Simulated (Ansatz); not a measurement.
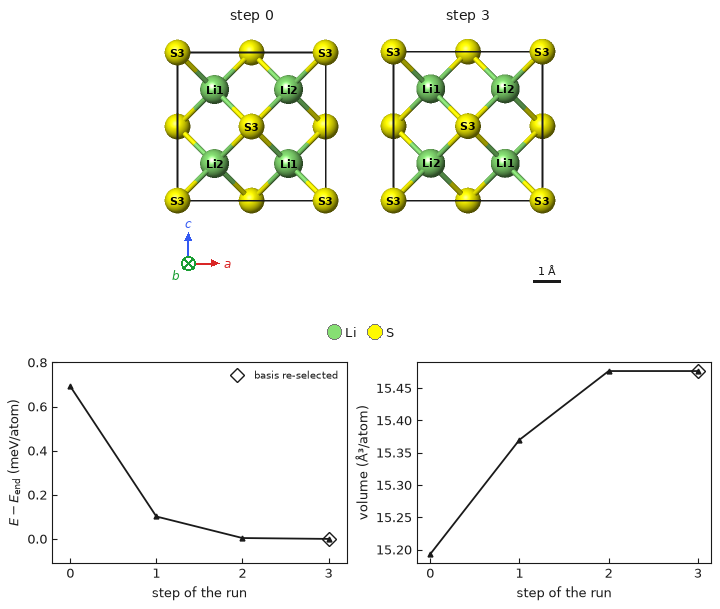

First and last geometry of a relaxation of solid Li$_{2}$S (set up in Fm-3m), with the history of the run. A ball-and-stick model of the conventional cell (4 times the calculation's cell), seen along the b axis. Lengths and directions refer to the drawn axes.

Method: DFT PBE, scalar-relativistic, plane waves, PAW (Ansatz).

Input
```yaml
crystal:
  lattice:
    - [0.0, 2.8351678429, 2.8351678429]
    - [2.8351678429, 0.0, 2.8351678429]
    - [2.8351678429, 2.8351678429, 0.0]
  atoms:
    - { symbol: Li, position: [0.75, 0.75, 0.75] }
    - { symbol: Li, position: [0.25, 0.25, 0.25] }
    - { symbol: S, position: [0.0, 0.0, 0.0] }
basis:
  ecutwfc: 420
kpoints:
  mp_grid: { grid: [8, 8, 8] }
hamiltonian:
  xc: pbe
scf:
  occupations: { method: gaussian, width: 0.02 }
output:
  forces: true
  stress: true
  eigenvalues: true
  write_density: true
  write_potential: true
  elf: true
  volumetric_format: npy
relax:
  adjacent_minimum: "off"
  f_tol: 0.005
  max_steps: 80
  cell: { stress_tol: 0.05 }
```

Run as
```bash
ansatz run input.yaml --threads 4 --pin off --max-ram 8192MiB --backend cpu --events-out ev --progress --plain --runs-dir out
```

Did the run converge, and what did it change?

It converged. No atom moves by more than 0.005 Å relative to the cell. Cell: a = b = c 5.670 → 5.705 Å (+0.6 %). Volume +1.9 %. Some distances before and after: Li1–S3 2.455 → 2.470 Å. The space group stays Fm-3m (No. 225). Over 2 accepted moves (3 points after the start) the energy falls by 0.7 meV per atom. All forces vanish by symmetry, so only the cell relaxes. The pressure goes from 0.79 to 0.01 GPa. The SCF was repeated once at an unchanged geometry on a basis and grid sized afresh for the cell, which shifted the energy by less than 0.05 meV per atom at most.

| step | E − E(0), meV/atom | pressure, GPa | volume, Å³/atom | note |
| --- | --- | --- | --- | --- |
| 0 | 0.00 | 0.79 | 15.193 |  |
| 1 | -0.59 | 0.29 | 15.370 |  |
| 2 | -0.69 | 0.01 | 15.476 |  |
| 3 | -0.69 | 0.01 | 15.476 | same geometry, new basis |
